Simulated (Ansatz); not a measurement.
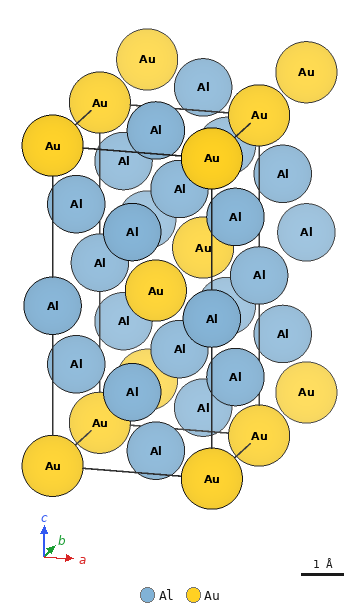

Reference structure: a symmetric starting cell of Al$_{3}$Au. The picture is a spheres-only view of the conventional cell (2 times the calculation's cell), repeated 1 × 2 × 1 with one cell outlined, seen slightly off an axis. Lengths and directions refer to the drawn axes.

Theory: DFT r2SCAN, scalar-relativistic, plane waves, PAW (Ansatz). Settings: plane-wave cutoff 500 eV; k-point mesh 14 × 14 × 14; occupations gaussian; smearing width 0.1 eV; no spin polarisation.

Change: All lengths are scaled by −1.1 % (volume −3.1 %), the atoms keeping their fractional coordinates. No relaxation follows. The starting cell wasn't computed here and needn't be at equilibrium, so pressure and forces aren't due to the change alone.

> What does the calculation give for the changed structure?

Near-neighbour distances before and after: Al–Al 2.866 → 2.834 Å, Al–Au 2.866 → 2.834 Å. The space group stays I4/mmm (No. 139). The pressure is 0.4 GPa (not all of it need come from the change, since the unchanged cell can be under pressure at this level too). The principal stresses (compression positive) are 0.8 GPa along c and 0.3 GPa across it. All forces vanish by symmetry.
